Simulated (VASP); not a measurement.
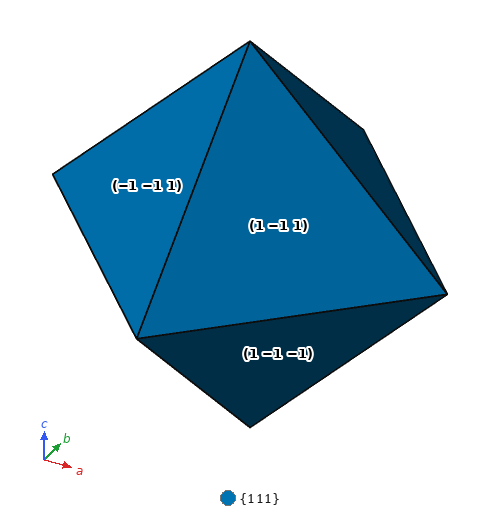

Ge, space group Fd-3m (No. 227), a = 5.679 Å, b = 5.679 Å, c = 5.679 Å, α = 90.00°, β = 90.00°, γ = 90.00°. The shape was computed with the Donnay–Harker form of the Bravais–Friedel law: planes with larger spacing d grow more slowly and so show as larger faces; centring, glide planes and screw axes halve or divide d. Source: coordinates from a relaxation with VASP Kohn-Sham DFT of a periodic cell, AM05, VASP PAW PBE potentials, recommended (VASP 6.6.1). Forms under 0.4 % of the area are left out.

Question: Describe the habit.

Answer: It is roughly equant (blocky). Widths along a, b and c stand as 1.00 : 1.00 : 1.00.

Question: List the forms with their spacings and shares.

Answer:
```tsv
form	faces	d (Å)	share of area (%)
{111}	8	3.279	100.0
```
